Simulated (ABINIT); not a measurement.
# Geometry relaxation of W (part 2 of 3)

W (1 atom in the cell); Kohn-Sham DFT of a periodic cell, PBE, JTH PAW PBE v2.0 (ABINIT 10.8.3); cutoff 435.38 eV, 12×12×12 k-mesh, fermi-dirac of 0.05 eV. The structure derives from an entry of the Crystallography Open Database. The run did not end well. The run did not end well; see the last part.

Geometry of the input (Å; fractional positions):
```
-1.5823  1.5823  1.5823
1.5823  -1.5823  1.5823
1.5823  1.5823  -1.5823
W  0.0000  0.0000  0.0000
```

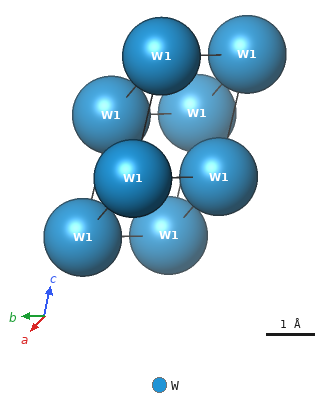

Fig. 1: The geometry at step 3 of the log (spheres-only view of the cell of the calculation, seen at an oblique angle; atoms are numbered from 1 in the order of the input).

Output, continued
```
--- !ResultsGS
iteration_state: {dtset: 1, itime: 3, icycle: 1, }
comment   : Summary of ground state results
lattice_vectors:
- [ -2.9818265,   2.9818265,   2.9818265, ]
- [  2.9818265,  -2.9818265,   2.9818265, ]
- [  2.9818265,   2.9818265,  -2.9818265, ]
lattice_lengths: [   5.16467,    5.16467,    5.16467, ]
lattice_angles: [109.471, 109.471, 109.471, ] # degrees, (23, 13, 12)
lattice_volume:   1.0604913E+02
convergence: {deltae:  6.776E-11, res2:  1.846E-10, residm:  1.877E-04, diffor: null, }
etotal    :  -6.90319961E+01
entropy   :   0.00000000E+00
fermie    :   3.61643295E-01
cartesian_stress_tensor: # hartree/bohr^3
- [ -3.10461153E-04,   0.00000000E+00,   0.00000000E+00, ]
- [  0.00000000E+00,  -3.10461153E-04,   0.00000000E+00, ]
- [  0.00000000E+00,   0.00000000E+00,  -3.10461153E-04, ]
pressure_GPa:   9.1341E+00
xred      :
- [  0.0000E+00,   0.0000E+00,   0.0000E+00,  W]
cartesian_forces: # hartree/bohr
- [ -0.00000000E+00,  -0.00000000E+00,  -0.00000000E+00, ]
force_length_stats: {min:   0.00000000E+00, max:   0.00000000E+00, mean:   0.00000000E+00, }
...

 Integrated electronic density in atomic spheres:
 ------------------------------------------------
 Atom  Sphere_radius  Integrated_density
    1        2.41189         11.78899762

---OUTPUT-----------------------------------------------------------------------

 Cartesian coordinates (xcart) [bohr]
  0.00000000000000E+00  0.00000000000000E+00  0.00000000000000E+00
 Reduced coordinates (xred)
  0.00000000000000E+00  0.00000000000000E+00  0.00000000000000E+00
 Cartesian forces (fcart) [Ha/bohr]; max,rms= 0.00000E+00 0.00000E+00 (free atoms)
 -0.00000000000000E+00 -0.00000000000000E+00 -0.00000000000000E+00
 Gradient of E wrt nuclear positions in reduced coordinates (gred)
 -0.00000000000000E+00 -0.00000000000000E+00 -0.00000000000000E+00
 Scale of Primitive Cell (acell) [bohr]
  5.16467495382668E+00  5.16467495382668E+00  5.16467495382668E+00
 Real space primitive translations (rprimd) [bohr]
 -2.98182647486875E+00  2.98182647486875E+00  2.98182647486875E+00
  2.98182647486875E+00 -2.98182647486875E+00  2.98182647486875E+00
  2.98182647486875E+00  2.98182647486875E+00 -2.98182647486875E+00
 Unitary Cell Volume (ucvol) [Bohr^3]=  1.06049125249200E+02
 Angles (23,13,12)= [degrees]
  1.09471220634491E+02  1.09471220634491E+02  1.09471220634491E+02
 Lengths [Bohr]
  5.16467495382668E+00  5.16467495382668E+00  5.16467495382668E+00
 Stress tensor in cartesian coordinates (strten) [Ha/bohr^3]
 -3.10461153110654E-04  0.00000000000000E+00  0.00000000000000E+00
  0.00000000000000E+00 -3.10461153110640E-04  0.00000000000000E+00
  0.00000000000000E+00  0.00000000000000E+00 -3.10461153110654E-04
 Total energy (etotal) [Ha]= -6.90319960907454E+01

 Difference of energy with previous step (new-old):
           Absolute (Ha)=-4.72688E-03
           Relative     =-6.84762E-05

--- Iteration: ( 4/60) Internal Cycle: (1/1)
--------------------------------------------------------------------------------

---SELF-CONSISTENT-FIELD CONVERGENCE--------------------------------------------

--- !BeginCycle
iteration_state: {dtset: 1, itime: 4, icycle: 1, }
solver: {iscf: 17, nstep: 100, nline: 4, wfoptalg: 10, }
tolerances: {tolvrs: 1.00E-09, }
...

     iter   Etot(hartree)      deltaE(h)  residm     nres2
 ETOT  1  -69.031960790023    -6.903E+01 2.011E-03 2.294E-03
 ETOT  2  -69.031954864888     5.925E-06 7.287E-04 2.735E-05
 ETOT  3  -69.031955225618    -3.607E-07 8.129E-05 5.938E-06
 ETOT  4  -69.031955264069    -3.845E-08 1.207E-04 9.860E-09
 ETOT  5  -69.031955264569    -5.000E-10 1.532E-05 1.715E-10

 At SCF step    5       nres2   =  1.72E-10 < tolvrs=  1.00E-09 =>converged.

 Cartesian components of stress tensor (hartree/bohr^3)
  sigma(1 1)= -3.24324317E-04  sigma(3 2)=  0.00000000E+00
  sigma(2 2)= -3.24324317E-04  sigma(3 1)=  0.00000000E+00
  sigma(3 3)= -3.24324317E-04  sigma(2 1)=  0.00000000E+00

--- !ResultsGS
iteration_state: {dtset: 1, itime: 4, icycle: 1, }
comment   : Summary of ground state results
lattice_vectors:
- [ -2.9806204,   2.9806204,   2.9806204, ]
- [  2.9806204,  -2.9806204,   2.9806204, ]
- [  2.9806204,   2.9806204,  -2.9806204, ]
lattice_lengths: [   5.16259,    5.16259,    5.16259, ]
lattice_angles: [109.471, 109.471, 109.471, ] # degrees, (23, 13, 12)
lattice_volume:   1.0592049E+02
convergence: {deltae: -5.000E-10, res2:  1.715E-10, residm:  1.532E-05, diffor: null, }
etotal    :  -6.90319553E+01
entropy   :   0.00000000E+00
fermie    :   3.62258424E-01
cartesian_stress_tensor: # hartree/bohr^3
- [ -3.24324317E-04,   0.00000000E+00,   0.00000000E+00, ]
- [  0.00000000E+00,  -3.24324317E-04,   0.00000000E+00, ]
- [  0.00000000E+00,   0.00000000E+00,  -3.24324317E-04, ]
pressure_GPa:   9.5420E+00
xred      :
- [  0.0000E+00,   0.0000E+00,   0.0000E+00,  W]
cartesian_forces: # hartree/bohr
- [ -0.00000000E+00,  -0.00000000E+00,  -0.00000000E+00, ]
force_length_stats: {min:   0.00000000E+00, max:   0.00000000E+00, mean:   0.00000000E+00, }
...

 Integrated electronic density in atomic spheres:
 ------------------------------------------------
 Atom  Sphere_radius  Integrated_density
    1        2.41189         11.78792987

---OUTPUT-----------------------------------------------------------------------

 Cartesian coordinates (xcart) [bohr]
  0.00000000000000E+00  0.00000000000000E+00  0.00000000000000E+00
 Reduced coordinates (xred)
  0.00000000000000E+00  0.00000000000000E+00  0.00000000000000E+00
 Cartesian forces (fcart) [Ha/bohr]; max,rms= 0.00000E+00 0.00000E+00 (free atoms)
 -0.00000000000000E+00 -0.00000000000000E+00 -0.00000000000000E+00
 Gradient of E wrt nuclear positions in reduced coordinates (gred)
 -0.00000000000000E+00 -0.00000000000000E+00 -0.00000000000000E+00
 Scale of Primitive Cell (acell) [bohr]
  5.16258595201165E+00  5.16258595201165E+00  5.16258595201165E+00
 Real space primitive translations (rprimd) [bohr]
 -2.98062038910851E+00  2.98062038910851E+00  2.98062038910851E+00
  2.98062038910851E+00 -2.98062038910851E+00  2.98062038910851E+00
  2.98062038910851E+00  2.98062038910851E+00 -2.98062038910851E+00
 Unitary Cell Volume (ucvol) [Bohr^3]=  1.05920493405629E+02
 Angles (23,13,12)= [degrees]
  1.09471220634491E+02  1.09471220634491E+02  1.09471220634491E+02
 Lengths [Bohr]
  5.16258595201165E+00  5.16258595201165E+00  5.16258595201165E+00
 Stress tensor in cartesian coordinates (strten) [Ha/bohr^3]
 -3.24324316708945E-04  0.00000000000000E+00  0.00000000000000E+00
  0.00000000000000E+00 -3.24324316708945E-04  0.00000000000000E+00
  0.00000000000000E+00  0.00000000000000E+00 -3.24324316709000E-04
 Total energy (etotal) [Ha]= -6.90319552645686E+01

 Difference of energy with previous step (new-old):
           Absolute (Ha)= 4.08262E-05
           Relative     = 5.91410E-07

--- Iteration: ( 5/60) Internal Cycle: (1/1)
--------------------------------------------------------------------------------

---SELF-CONSISTENT-FIELD CONVERGENCE--------------------------------------------

--- !BeginCycle
iteration_state: {dtset: 1, itime: 5, icycle: 1, }
solver: {iscf: 17, nstep: 100, nline: 4, wfoptalg: 10, }
tolerances: {tolvrs: 1.00E-09, }
...

     iter   Etot(hartree)      deltaE(h)  residm     nres2
 ETOT  1  -69.031950941192    -6.903E+01 1.262E-05 2.535E-05
 ETOT  2  -69.031950875629     6.556E-08 5.148E-07 3.023E-07
 ETOT  3  -69.031950879625    -3.997E-09 7.166E-07 6.543E-08
 ETOT  4  -69.031950880062    -4.370E-10 1.144E-07 1.099E-10

 At SCF step    4       nres2   =  1.10E-10 < tolvrs=  1.00E-09 =>converged.

 Cartesian components of stress tensor (hartree/bohr^3)
  sigma(1 1)= -3.25839000E-04  sigma(3 2)=  0.00000000E+00
  sigma(2 2)= -3.25839000E-04  sigma(3 1)=  0.00000000E+00
  sigma(3 3)= -3.25839000E-04  sigma(2 1)=  0.00000000E+00

--- !ResultsGS
iteration_state: {dtset: 1, itime: 5, icycle: 1, }
comment   : Summary of ground state results
lattice_vectors:
- [ -2.9804939,   2.9804939,   2.9804939, ]
- [  2.9804939,  -2.9804939,   2.9804939, ]
- [  2.9804939,   2.9804939,  -2.9804939, ]
lattice_lengths: [   5.16237,    5.16237,    5.16237, ]
lattice_angles: [109.471, 109.471, 109.471, ] # degrees, (23, 13, 12)
lattice_volume:   1.0590701E+02
convergence: {deltae: -4.370E-10, res2:  1.099E-10, residm:  1.144E-07, diffor: null, }
etotal    :  -6.90319509E+01
entropy   :   0.00000000E+00
fermie    :   3.62323100E-01
cartesian_stress_tensor: # hartree/bohr^3
- [ -3.25839000E-04,   0.00000000E+00,   0.00000000E+00, ]
- [  0.00000000E+00,  -3.25839000E-04,   0.00000000E+00, ]
- [  0.00000000E+00,   0.00000000E+00,  -3.25839000E-04, ]
pressure_GPa:   9.5865E+00
xred      :
- [  0.0000E+00,   0.0000E+00,   0.0000E+00,  W]
cartesian_forces: # hartree/bohr
- [ -0.00000000E+00,  -0.00000000E+00,  -0.00000000E+00, ]
force_length_stats: {min:   0.00000000E+00, max:   0.00000000E+00, mean:   0.00000000E+00, }
...

 Integrated electronic density in atomic spheres:
 ------------------------------------------------
 Atom  Sphere_radius  Integrated_density
    1        2.41189         11.78781860

---OUTPUT-----------------------------------------------------------------------

 Cartesian coordinates (xcart) [bohr]
  0.00000000000000E+00  0.00000000000000E+00  0.00000000000000E+00
 Reduced coordinates (xred)
  0.00000000000000E+00  0.00000000000000E+00  0.00000000000000E+00
 Cartesian forces (fcart) [Ha/bohr]; max,rms= 0.00000E+00 0.00000E+00 (free atoms)
 -0.00000000000000E+00 -0.00000000000000E+00 -0.00000000000000E+00
 Gradient of E wrt nuclear positions in reduced coordinates (gred)
 -0.00000000000000E+00 -0.00000000000000E+00 -0.00000000000000E+00
 Scale of Primitive Cell (acell) [bohr]
  5.16236682514312E+00  5.16236682514312E+00  5.16236682514312E+00
 Real space primitive translations (rprimd) [bohr]
 -2.98049387615197E+00  2.98049387615197E+00  2.98049387615197E+00
  2.98049387615197E+00 -2.98049387615197E+00  2.98049387615197E+00
  2.98049387615197E+00  2.98049387615197E+00 -2.98049387615197E+00
 Unitary Cell Volume (ucvol) [Bohr^3]=  1.05907006536194E+02
 Angles (23,13,12)= [degrees]
  1.09471220634491E+02  1.09471220634491E+02  1.09471220634491E+02
 Lengths [Bohr]
  5.16236682514312E+00  5.16236682514312E+00  5.16236682514312E+00
 Stress tensor in cartesian coordinates (strten) [Ha/bohr^3]
 -3.25839000157285E-04  0.00000000000000E+00  0.00000000000000E+00
  0.00000000000000E+00 -3.25839000157299E-04  0.00000000000000E+00
  0.00000000000000E+00  0.00000000000000E+00 -3.25839000157299E-04
 Total energy (etotal) [Ha]= -6.90319508800623E+01

 Difference of energy with previous step (new-old):
           Absolute (Ha)= 4.38451E-06
           Relative     = 6.35142E-08

--- Iteration: ( 6/60) Internal Cycle: (1/1)
--------------------------------------------------------------------------------

---SELF-CONSISTENT-FIELD CONVERGENCE--------------------------------------------

--- !BeginCycle
iteration_state: {dtset: 1, itime: 6, icycle: 1, }
solver: {iscf: 17, nstep: 100, nline: 4, wfoptalg: 10, }
tolerances: {tolvrs: 1.00E-09, }
...

     iter   Etot(hartree)      deltaE(h)  residm     nres2
 ETOT  1  -69.032394654538    -6.903E+01 3.626E+00 5.770E-01
 ETOT  2  -69.030960434355     1.434E-03 2.863E-03 6.882E-03
 ETOT  3  -69.031047220540    -8.679E-05 3.825E-04 1.490E-03
 ETOT  4  -69.031056805816    -9.585E-06 9.131E-06 2.145E-06
 ETOT  5  -69.031056893490    -8.767E-08 8.047E-06 6.133E-08
 ETOT  6  -69.031056898283    -4.793E-09 8.608E-08 6.051E-08
 ETOT  7  -69.031056898264     1.940E-11 8.601E-07 1.795E-09
 ETOT  8  -69.031056898274    -1.059E-11 7.936E-08 1.757E-10

 At SCF step    8       nres2   =  1.76E-10 < tolvrs=  1.00E-09 =>converged.

 Cartesian components of stress tensor (hartree/bohr^3)
  sigma(1 1)= -5.55521323E-04  sigma(3 2)=  0.00000000E+00
  sigma(2 2)= -5.55521323E-04  sigma(3 1)=  0.00000000E+00
  sigma(3 3)= -5.55521323E-04  sigma(2 1)=  0.00000000E+00

--- !ResultsGS
iteration_state: {dtset: 1, itime: 6, icycle: 1, }
comment   : Summary of ground state results
lattice_vectors:
- [ -2.9614050,   2.9614050,   2.9614050, ]
- [  2.9614050,  -2.9614050,   2.9614050, ]
- [  2.9614050,   2.9614050,  -2.9614050, ]
lattice_lengths: [   5.12930,    5.12930,    5.12930, ]
lattice_angles: [109.471, 109.471, 109.471, ] # degrees, (23, 13, 12)
lattice_volume:   1.0388513E+02
convergence: {deltae: -1.059E-11, res2:  1.757E-10, residm:  7.936E-08, diffor: null, }
etotal    :  -6.90310569E+01
entropy   :   0.00000000E+00
fermie    :   3.72247708E-01
cartesian_stress_tensor: # hartree/bohr^3
- [ -5.55521323E-04,   0.00000000E+00,   0.00000000E+00, ]
- [  0.00000000E+00,  -5.55521323E-04,   0.00000000E+00, ]
- [  0.00000000E+00,   0.00000000E+00,  -5.55521323E-04, ]
pressure_GPa:   1.6344E+01
xred      :
- [  0.0000E+00,   0.0000E+00,   0.0000E+00,  W]
cartesian_forces: # hartree/bohr
- [ -0.00000000E+00,  -0.00000000E+00,  -0.00000000E+00, ]
force_length_stats: {min:   0.00000000E+00, max:   0.00000000E+00, mean:   0.00000000E+00, }
...

 Integrated electronic density in atomic spheres:
 ------------------------------------------------
 Atom  Sphere_radius  Integrated_density
    1        2.41189         11.83302848

---OUTPUT-----------------------------------------------------------------------

 Cartesian coordinates (xcart) [bohr]
  0.00000000000000E+00  0.00000000000000E+00  0.00000000000000E+00
 Reduced coordinates (xred)
  0.00000000000000E+00  0.00000000000000E+00  0.00000000000000E+00
 Cartesian forces (fcart) [Ha/bohr]; max,rms= 0.00000E+00 0.00000E+00 (free atoms)
 -0.00000000000000E+00 -0.00000000000000E+00 -0.00000000000000E+00
 Gradient of E wrt nuclear positions in reduced coordinates (gred)
 -0.00000000000000E+00 -0.00000000000000E+00 -0.00000000000000E+00
 Scale of Primitive Cell (acell) [bohr]
  5.12930388698862E+00  5.12930388698862E+00  5.12930388698862E+00
 Real space primitive translations (rprimd) [bohr]
 -2.96140497990827E+00  2.96140497990827E+00  2.96140497990827E+00
  2.96140497990828E+00 -2.96140497990828E+00  2.96140497990828E+00
  2.96140497990827E+00  2.96140497990827E+00 -2.96140497990827E+00
 Unitary Cell Volume (ucvol) [Bohr^3]=  1.03885132590028E+02
 Angles (23,13,12)= [degrees]
  1.09471220634491E+02  1.09471220634491E+02  1.09471220634491E+02
 Lengths [Bohr]
  5.12930388698862E+00  5.12930388698862E+00  5.12930388698862E+00
 Stress tensor in cartesian coordinates (strten) [Ha/bohr^3]
 -5.55521323067625E-04  0.00000000000000E+00  0.00000000000000E+00
  0.00000000000000E+00 -5.55521323067625E-04  0.00000000000000E+00
  0.00000000000000E+00  0.00000000000000E+00 -5.55521323067673E-04
 Total energy (etotal) [Ha]= -6.90310568982742E+01

 Difference of energy with previous step (new-old):
           Absolute (Ha)= 8.93982E-04
           Relative     = 1.29503E-05

--- Iteration: ( 7/60) Internal Cycle: (1/1)
--------------------------------------------------------------------------------

---SELF-CONSISTENT-FIELD CONVERGENCE--------------------------------------------

--- !BeginCycle
iteration_state: {dtset: 1, itime: 7, icycle: 1, }
solver: {iscf: 17, nstep: 100, nline: 4, wfoptalg: 10, }
tolerances: {tolvrs: 1.00E-09, }
...

     iter   Etot(hartree)      deltaE(h)  residm     nres2
 ETOT  1  -69.032247173378    -6.903E+01 1.447E-03 2.369E-01
 ETOT  2  -69.031642336272     6.048E-04 1.008E-04 2.888E-03
 ETOT  3  -69.031677027033    -3.469E-05 2.496E-06 6.090E-04
 ETOT  4  -69.031681068411    -4.041E-06 2.556E-07 9.340E-07
 ETOT  5  -69.031681093009    -2.460E-08 2.415E-07 3.060E-08
 ETOT  6  -69.031681094853    -1.844E-09 8.912E-08 2.527E-08
 ETOT  7  -69.031681094805     4.761E-11 1.608E-08 7.429E-10

 At SCF step    7       nres2   =  7.43E-10 < tolvrs=  1.00E-09 =>converged.

 Cartesian components of stress tensor (hartree/bohr^3)
  sigma(1 1)= -4.06508133E-04  sigma(3 2)=  0.00000000E+00
  sigma(2 2)= -4.06508133E-04  sigma(3 1)=  0.00000000E+00
  sigma(3 3)= -4.06508133E-04  sigma(2 1)=  0.00000000E+00

--- !ResultsGS
iteration_state: {dtset: 1, itime: 7, icycle: 1, }
comment   : Summary of ground state results
lattice_vectors:
- [ -2.9736853,   2.9736853,   2.9736853, ]
- [  2.9736853,  -2.9736853,   2.9736853, ]
- [  2.9736853,   2.9736853,  -2.9736853, ]
lattice_lengths: [   5.15057,    5.15057,    5.15057, ]
lattice_angles: [109.471, 109.471, 109.471, ] # degrees, (23, 13, 12)
lattice_volume:   1.0518287E+02
convergence: {deltae:  4.761E-11, res2:  7.429E-10, residm:  1.608E-08, diffor: null, }
etotal    :  -6.90316811E+01
entropy   :   0.00000000E+00
fermie    :   3.65822917E-01
cartesian_stress_tensor: # hartree/bohr^3
- [ -4.06508133E-04,   0.00000000E+00,   0.00000000E+00, ]
- [  0.00000000E+00,  -4.06508133E-04,   0.00000000E+00, ]
- [  0.00000000E+00,   0.00000000E+00,  -4.06508133E-04, ]
pressure_GPa:   1.1960E+01
xred      :
- [  0.0000E+00,   0.0000E+00,   0.0000E+00,  W]
cartesian_forces: # hartree/bohr
- [ -0.00000000E+00,  -0.00000000E+00,  -0.00000000E+00, ]
force_length_stats: {min:   0.00000000E+00, max:   0.00000000E+00, mean:   0.00000000E+00, }
...

 Integrated electronic density in atomic spheres:
 ------------------------------------------------
 Atom  Sphere_radius  Integrated_density
    1        2.41189         11.78613192

---OUTPUT-----------------------------------------------------------------------

 Cartesian coordinates (xcart) [bohr]
  0.00000000000000E+00  0.00000000000000E+00  0.00000000000000E+00
 Reduced coordinates (xred)
  0.00000000000000E+00  0.00000000000000E+00  0.00000000000000E+00
 Cartesian forces (fcart) [Ha/bohr]; max,rms= 0.00000E+00 0.00000E+00 (free atoms)
 -0.00000000000000E+00 -0.00000000000000E+00 -0.00000000000000E+00
 Gradient of E wrt nuclear positions in reduced coordinates (gred)
 -0.00000000000000E+00 -0.00000000000000E+00 -0.00000000000000E+00
 Scale of Primitive Cell (acell) [bohr]
  5.15057408124406E+00  5.15057408124406E+00  5.15057408124406E+00
 Real space primitive translations (rprimd) [bohr]
 -2.97368533228737E+00  2.97368533228737E+00  2.97368533228737E+00
  2.97368533228737E+00 -2.97368533228737E+00  2.97368533228737E+00
  2.97368533228737E+00  2.97368533228737E+00 -2.97368533228737E+00
 Unitary Cell Volume (ucvol) [Bohr^3]=  1.05182871621960E+02
 Angles (23,13,12)= [degrees]
  1.09471220634491E+02  1.09471220634491E+02  1.09471220634491E+02
 Lengths [Bohr]
  5.15057408124406E+00  5.15057408124406E+00  5.15057408124406E+00
 Stress tensor in cartesian coordinates (strten) [Ha/bohr^3]
 -4.06508133262803E-04  0.00000000000000E+00  0.00000000000000E+00
  0.00000000000000E+00 -4.06508133262790E-04  0.00000000000000E+00
  0.00000000000000E+00  0.00000000000000E+00 -4.06508133262797E-04
 Total energy (etotal) [Ha]= -6.90316810948051E+01

 Difference of energy with previous step (new-old):
           Absolute (Ha)=-6.24197E-04
           Relative     =-9.04222E-06

--- !Ionmov22Error
message: |
    Lbfgs routine failed. Returned value: 0
    Restart your calculation from last step or try a different ionmov
...
```

Trajectory as extended XYZ (Å, eV, eV/Å), 7 frames, from step=0 to step=6
```
1
Lattice="-1.5823 1.5823 1.5823 1.5823 -1.5823 1.5823 1.5823 1.5823 -1.5823" Properties=species:S:1:pos:R:3:forces:R:3 step=0 energy=-1878.46271
W     0.0000    0.0000    0.0000    0.0000   0.0000   0.0000
1
Lattice="-1.5442 1.5442 1.5442 1.5442 -1.5442 1.5442 1.5442 1.5442 -1.5442" Properties=species:S:1:pos:R:3:forces:R:3 step=1 energy=-1878.32768
W     0.0000    0.0000    0.0000    0.0000   0.0000   0.0000
1
Lattice="-1.5779 1.5779 1.5779 1.5779 -1.5779 1.5779 1.5779 1.5779 -1.5779" Properties=species:S:1:pos:R:3:forces:R:3 step=2 energy=-1878.45631
W     0.0000    0.0000    0.0000    0.0000   0.0000   0.0000
1
Lattice="-1.5773 1.5773 1.5773 1.5773 -1.5773 1.5773 1.5773 1.5773 -1.5773" Properties=species:S:1:pos:R:3:forces:R:3 step=3 energy=-1878.45520
W     0.0000    0.0000    0.0000    0.0000   0.0000   0.0000
1
Lattice="-1.5772 1.5772 1.5772 1.5772 -1.5772 1.5772 1.5772 1.5772 -1.5772" Properties=species:S:1:pos:R:3:forces:R:3 step=4 energy=-1878.45508
W     0.0000    0.0000    0.0000    0.0000   0.0000   0.0000
1
Lattice="-1.5671 1.5671 1.5671 1.5671 -1.5671 1.5671 1.5671 1.5671 -1.5671" Properties=species:S:1:pos:R:3:forces:R:3 step=5 energy=-1878.43075
W     0.0000    0.0000    0.0000    0.0000   0.0000   0.0000
```
